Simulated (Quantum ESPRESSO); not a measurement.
## Fields calculation, with input and output: TiAl₃

- system: TiAl₃ (P1, 4 atoms in the cell)
- method: Kohn-Sham DFT of a periodic cell, HCTH, PseudoDojo 0.4.1 SR PBEsol standard, no spin polarisation (Quantum ESPRESSO 7.5)

The structure derives from a Materials Project entry.

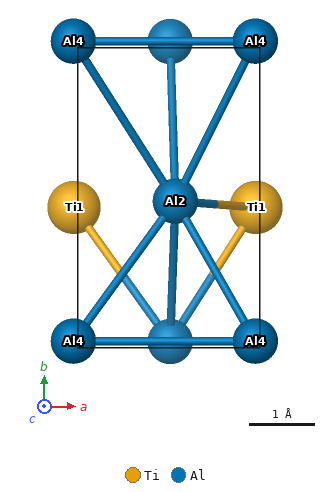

The structure (ball-and-stick view of the cell of the calculation, along the c axis; atoms are numbered from 1 in the order of the input). An atom can appear more than once, as a periodic image.

Key numbers

| quantity | value |
| --- | --- |
| outcome | converged |
| space group (tolerance 0.01 Å) | P1 (1) |
| electrons treated | 21 |
| free energy | −1812.1219 eV |
| Fermi energy | 9.258 eV |
| gap on the k-point mesh | none (metallic) |
| pressure | 1.24 GPa |
| largest force (length of the vector) | 2.624 eV/Å |
| hardware | 1 thread of Intel Xeon (Sapphire Rapids), 16 GiB of memory available, shared host |
| wall time | 3.9 min |
| peak memory | 0.32 GiB |

Notes

Further notes kept with the run: potentials made for another functional. Points of doubt noted for this run: potentials made for another functional.

Input
```
&CONTROL
  calculation = 'scf'
  prefix = 'pwscf'
  outdir = './tmp'
  pseudo_dir = './pseudo'
  tprnfor = .true.
  tstress = .true.
  disk_io = 'low'
/
&SYSTEM
  ibrav = 0
  nat = 4
  ntyp = 2
  ecutwfc = 84
  nbnd = 17
  input_dft = 'XC-000I-000I-162L-000I-000I-000I'
  occupations = 'smearing'
  smearing = 'fd'
  degauss = 0.01469973
/
&ELECTRONS
  conv_thr = 8d-10
  electron_maxstep = 120
  mixing_beta = 0.5
/
ATOMIC_SPECIES
Ti    47.8670 Ti.upf
Al    26.9815 Al.upf
CELL_PARAMETERS bohr
   5.3662118124    0.0000000000    0.0000000000
   0.0000000000    8.8463068771    0.0000000000
   0.0000000000    0.0000000000    9.2610601875
ATOMIC_POSITIONS bohr
Ti     5.2563173217    4.1391076364    1.2665507410
Al     2.8780677867    4.3250294950    6.1392805260
Al     2.7263339084    0.1856929161    3.0676934956
Al     5.2379164204    0.1964768296    8.0485863513
K_POINTS automatic
9 6 6 0 0 0
```

File pp_density.in
```
&INPUTPP
  prefix = 'pwscf'
  outdir = './tmp'
  filplot = 'density.dat'
  plot_num = 0
/
&PLOT
  nfile = 1
  filepp(1) = 'density.dat'
  iflag = 3
  output_format = 6
  fileout = 'density.cube'
/
```

File pp_potential.in
```
&INPUTPP
  prefix = 'pwscf'
  outdir = './tmp'
  filplot = 'potential.dat'
  plot_num = 11
/
&PLOT
  nfile = 1
  filepp(1) = 'potential.dat'
  iflag = 3
  output_format = 6
  fileout = 'potential.cube'
/
```

File pp_elf.in
```
&INPUTPP
  prefix = 'pwscf'
  outdir = './tmp'
  filplot = 'elf.dat'
  plot_num = 8
/
&PLOT
  nfile = 1
  filepp(1) = 'elf.dat'
  iflag = 3
  output_format = 6
  fileout = 'elf.cube'
/
```

File pp_potential_ks.in
```
&INPUTPP
  prefix = 'pwscf'
  outdir = './tmp'
  filplot = 'potential_ks.dat'
  plot_num = 1
/
&PLOT
  nfile = 1
  filepp(1) = 'potential_ks.dat'
  iflag = 3
  output_format = 6
  fileout = 'potential_ks.cube'
/
```

Launched with:
```bash
OMP_NUM_THREADS=1 pw.x -in pw.in > pw.out
OMP_NUM_THREADS=1 pp.x -in pp_density.in > pp_density.out
OMP_NUM_THREADS=1 pp.x -in pp_potential.in > pp_potential.out
OMP_NUM_THREADS=1 pp.x -in pp_elf.in > pp_elf.out
OMP_NUM_THREADS=1 pp.x -in pp_potential_ks.in > pp_potential_ks.out
```

What the program printed
```
This program is part of the open-source Quantum ESPRESSO suite
     for quantum simulation of materials; please cite
         "P. Giannozzi et al., J. Phys.:Condens. Matter 21 395502 (2009);
         "P. Giannozzi et al., J. Phys.:Condens. Matter 29 465901 (2017);
         "P. Giannozzi et al., J. Chem. Phys. 152 154105 (2020);
          URL
     in publications or presentations arising from this work. More details at

     IMPORTANT: XC functional enforced from input :
     Exchange-correlation= XC-000I-000I-162L-000I-000I-000I
                           (   0   0   0 162   0   0   0)
     Any further DFT definition will be discarded
     Please, verify this is what you really want

     G-vector sticks info
     --------------------
     sticks:   dense  smooth     PW     G-vecs:    dense   smooth      PW
     Sum        1269    1269    371                45787    45787    7171

     Using Slab Decomposition

     bravais-lattice index     =            0
     lattice parameter (alat)  =       5.3662  a.u.
     unit-cell volume          =     439.6332 (a.u.)^3
     number of atoms/cell      =            4
     number of atomic types    =            2
     number of electrons       =        21.00
     number of Kohn-Sham states=           17
     kinetic-energy cutoff     =      84.0000  Ry
     charge density cutoff     =     336.0000  Ry
     scf convergence threshold =      8.0E-10
     mixing beta               =       0.5000
     number of iterations used =            8  plain     mixing
     Exchange-correlation= XC-000I-000I-162L-000I-000I-000I
                           (   0   0   0 162   0   0   0)

     celldm(1)=   5.366212  celldm(2)=   0.000000  celldm(3)=   0.000000
     celldm(4)=   0.000000  celldm(5)=   0.000000  celldm(6)=   0.000000

     crystal axes: (cart. coord. in units of alat)
               a(1) = (   1.000000   0.000000   0.000000 )
               a(2) = (   0.000000   1.648520   0.000000 )
               a(3) = (   0.000000   0.000000   1.725810 )

     reciprocal axes: (cart. coord. in units 2 pi/alat)
               b(1) = (  1.000000  0.000000  0.000000 )
               b(2) = (  0.000000  0.606605  0.000000 )
               b(3) = (  0.000000  0.000000  0.579438 )

     PseudoPot. # 1 for Ti read from file:
     Ti.upf
     Pseudo is Norm-conserving + core correction, Zval = 12.0
     Generated using ONCVPSP code by D. R. Hamann
     Using radial grid of 1586 points,  6 beta functions with:
                l(1) =   0
                l(2) =   0
                l(3) =   1
                l(4) =   1
                l(5) =   2
                l(6) =   2

     PseudoPot. # 2 for Al read from file:
     Al.upf
     Pseudo is Norm-conserving + core correction, Zval =  3.0
     Generated using ONCVPSP code by D. R. Hamann
     Using radial grid of 1876 points,  6 beta functions with:
                l(1) =   0
                l(2) =   0
                l(3) =   1
                l(4) =   1
                l(5) =   2
                l(6) =   2

     atomic species   valence    mass     pseudopotential
     Ti               12.00    47.86700     Ti( 1.00)
     Al                3.00    26.98150     Al( 1.00)

     No symmetry found

   Cartesian axes

     site n.     atom                  positions (alat units)
         1        Ti     tau(   1) = (   0.9795210   0.7713277   0.2360232  )
         2        Al     tau(   2) = (   0.5363314   0.8059744   1.1440623  )
         3        Al     tau(   3) = (   0.5080556   0.0346041   0.5716684  )
         4        Al     tau(   4) = (   0.9760920   0.0366137   1.4998637  )

     number of k points=   164  Fermi-Dirac smearing, width (Ry)=  0.0147

     Number of k-points >= 100: set verbosity='high' to print them.

     Dense  grid:    45787 G-vectors     FFT dimensions: (  32,  54,  60)

     WARNING: libxc functional with ID  162 depends
      on external parameters: check the user_guide of
      QE if you need to modify them or to check their
      default values.

     Initial potential from superposition of free atoms

     starting charge      20.9915, renormalised to      21.0000
     Starting wfcs are   22 randomized atomic wfcs

     Self-consistent Calculation

     iteration #  1     ecut=    84.00 Ry     beta= 0.50
     Davidson diagonalization with overlap
     ethr =  1.00E-02,  avg # of iterations =  3.4

     total energy              =    -132.86859403 Ry
     estimated scf accuracy    <       0.58441520 Ry

     iteration #  2     ecut=    84.00 Ry     beta= 0.50
     Davidson diagonalization with overlap
     ethr =  2.78E-03,  avg # of iterations =  3.3

     total energy              =    -132.96382386 Ry
     estimated scf accuracy    <       2.50488362 Ry

     iteration #  3     ecut=    84.00 Ry     beta= 0.50
     Davidson diagonalization with overlap
     ethr =  2.78E-03,  avg # of iterations =  2.6

     total energy              =    -133.16432174 Ry
     estimated scf accuracy    <       0.08515406 Ry

     iteration #  4     ecut=    84.00 Ry     beta= 0.50
     Davidson diagonalization with overlap
     ethr =  4.05E-04,  avg # of iterations =  4.9

     total energy              =    -133.18713347 Ry
     estimated scf accuracy    <       0.00706705 Ry

     iteration #  5     ecut=    84.00 Ry     beta= 0.50
     Davidson diagonalization with overlap
     c_bands:  1 eigenvalues not converged
     ethr =  3.37E-05,  avg # of iterations =  5.2

     total energy              =    -133.18834600 Ry
     estimated scf accuracy    <       0.00078117 Ry

     iteration #  6     ecut=    84.00 Ry     beta= 0.50
     Davidson diagonalization with overlap
     c_bands:  1 eigenvalues not converged
     c_bands:  1 eigenvalues not converged
     c_bands:  1 eigenvalues not converged
     c_bands:  1 eigenvalues not converged
     c_bands:  2 eigenvalues not converged
     ethr =  3.72E-06,  avg # of iterations =  6.7

     total energy              =    -133.18839368 Ry
     estimated scf accuracy    <       0.00230740 Ry

     iteration #  7     ecut=    84.00 Ry     beta= 0.50
     Davidson diagonalization with overlap
     ethr =  3.72E-06,  avg # of iterations =  1.9

     total energy              =    -133.18846734 Ry
     estimated scf accuracy    <       0.00020551 Ry

     iteration #  8     ecut=    84.00 Ry     beta= 0.50
     Davidson diagonalization with overlap
     ethr =  9.79E-07,  avg # of iterations =  3.1

     total energy              =    -133.18850426 Ry
     estimated scf accuracy    <       0.00000449 Ry

     iteration #  9     ecut=    84.00 Ry     beta= 0.50
     Davidson diagonalization with overlap
     ethr =  2.14E-08,  avg # of iterations =  4.4

     total energy              =    -133.18850613 Ry
     estimated scf accuracy    <       0.00000082 Ry

     iteration # 10     ecut=    84.00 Ry     beta= 0.50
     Davidson diagonalization with overlap
     ethr =  3.89E-09,  avg # of iterations =  2.3

     total energy              =    -133.18850626 Ry
     estimated scf accuracy    <       0.00000001 Ry

     iteration # 11     ecut=    84.00 Ry     beta= 0.50
     Davidson diagonalization with overlap
     ethr =  6.43E-11,  avg # of iterations =  4.7

     total energy              =    -133.18850627 Ry
     estimated scf accuracy    <       0.00000002 Ry

     iteration # 12     ecut=    84.00 Ry     beta= 0.50
     Davidson diagonalization with overlap
     ethr =  6.43E-11,  avg # of iterations =  1.0

     total energy              =    -133.18850627 Ry
     estimated scf accuracy    <          3.3E-09 Ry

     iteration # 13     ecut=    84.00 Ry     beta= 0.50
     Davidson diagonalization with overlap
     ethr =  1.59E-11,  avg # of iterations =  2.3

     End of self-consistent calculation

     Number of k-points >= 100: set verbosity='high' to print the bands.

     the Fermi energy is     9.2577 ev

!    total energy              =    -133.18850627 Ry
     estimated scf accuracy    <          1.6E-11 Ry
     smearing contrib. (-TS)   =      -0.02596804 Ry
     internal energy E=F+TS    =    -133.16253824 Ry

     The total energy is F=E-TS. E is the sum of the following terms:
     one-electron contribution =     -71.43260328 Ry
     hartree contribution      =      43.30241251 Ry
     xc contribution           =     -24.62905480 Ry
     ewald contribution        =     -80.40329266 Ry

     convergence has been achieved in  13 iterations

     Forces acting on atoms (cartesian axes, Ry/au):

     atom    1 type  1   force =     0.02383807    0.08348567    0.05365264
     atom    2 type  2   force =    -0.02116557    0.02767581   -0.02258622
     atom    3 type  2   force =    -0.01110266   -0.04941504    0.02550137
     atom    4 type  2   force =     0.00843016   -0.06174644   -0.05656779

     Total force =     0.149799     Total SCF correction =     0.000010

     Computing stress (Cartesian axis) and pressure

          total   stress  (Ry/bohr**3)                   (kbar)     P=       12.37
  -0.00018536   0.00000916   0.00001553          -27.27        1.35        2.28
   0.00000916   0.00020569   0.00015569            1.35       30.26       22.90
   0.00001553   0.00015569   0.00023187            2.28       22.90       34.11

=------------------------------------------------------------------------------=
   JOB DONE.
=------------------------------------------------------------------------------=
```

File pp_potential.out
```
This program is part of the open-source Quantum ESPRESSO suite
     for quantum simulation of materials; please cite
         "P. Giannozzi et al., J. Phys.:Condens. Matter 21 395502 (2009);
         "P. Giannozzi et al., J. Phys.:Condens. Matter 29 465901 (2017);
         "P. Giannozzi et al., J. Chem. Phys. 152 154105 (2020);
          URL
     in publications or presentations arising from this work. More details at

     ./tmp/pwscf.save/

     WARNING: libxc functional with ID  162 depends
      on external parameters: check the user_guide of
      QE if you need to modify them or to check their
      default values.

     IMPORTANT: XC functional enforced from input :
     Exchange-correlation= XC-000I-000I-000I-162L-000I-000I
                           (   0   0   0 162   0   0   0)
     Any further DFT definition will be discarded
     Please, verify this is what you really want

     G-vector sticks info
     --------------------
     sticks:   dense  smooth     PW     G-vecs:    dense   smooth      PW
     Sum        1269    1269    371                45787    45787    7171

     Using Slab Decomposition

     Calling punch_plot, plot_num =  11
     Writing data to file  potential.dat
     Reading data from file  potential.dat

     Writing data to be plotted to file potential.cube
     Plot Type: 3D                     Output format: Gaussian cube

=------------------------------------------------------------------------------=
   JOB DONE.
=------------------------------------------------------------------------------=
```

File pp_potential_ks.out
```
This program is part of the open-source Quantum ESPRESSO suite
     for quantum simulation of materials; please cite
         "P. Giannozzi et al., J. Phys.:Condens. Matter 21 395502 (2009);
         "P. Giannozzi et al., J. Phys.:Condens. Matter 29 465901 (2017);
         "P. Giannozzi et al., J. Chem. Phys. 152 154105 (2020);
          URL
     in publications or presentations arising from this work. More details at

     ./tmp/pwscf.save/

     WARNING: libxc functional with ID  162 depends
      on external parameters: check the user_guide of
      QE if you need to modify them or to check their
      default values.

     IMPORTANT: XC functional enforced from input :
     Exchange-correlation= XC-000I-000I-000I-162L-000I-000I
                           (   0   0   0 162   0   0   0)
     Any further DFT definition will be discarded
     Please, verify this is what you really want

     G-vector sticks info
     --------------------
     sticks:   dense  smooth     PW     G-vecs:    dense   smooth      PW
     Sum        1269    1269    371                45787    45787    7171

     Using Slab Decomposition

     Calling punch_plot, plot_num =   1
     Writing data to file  potential_ks.dat
     Reading data from file  potential_ks.dat

     Writing data to be plotted to file potential_ks.cube
     Plot Type: 3D                     Output format: Gaussian cube

=------------------------------------------------------------------------------=
   JOB DONE.
=------------------------------------------------------------------------------=
```

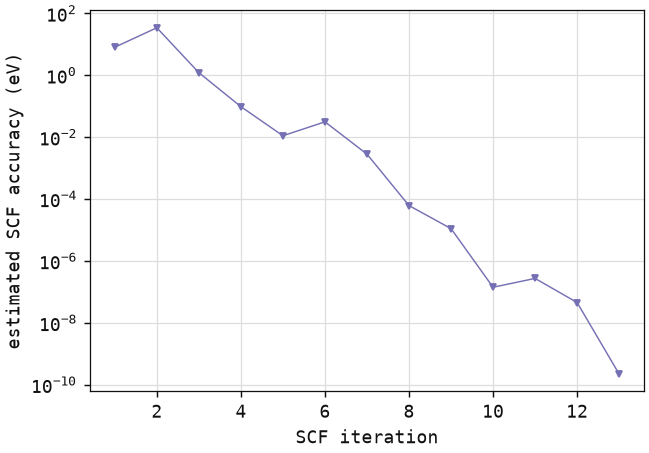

Convergence of the self-consistent field: estimated SCF accuracy against the iteration. The field takes 13 iterations in all.

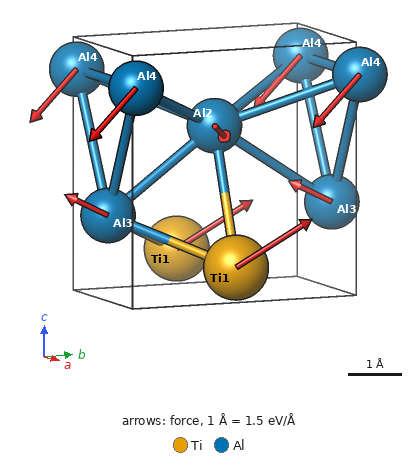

Forces on the atoms as red arrows (ball-and-stick view of the cell of the calculation, seen slightly off an axis; atoms are numbered from 1 in the order of the input). The largest act on Ti1 (2.62 eV/Å); Al4 (2.16 eV/Å); Al3 (1.46 eV/Å); Al2 (1.07 eV/Å). The geometry is not a stationary point of this energy.
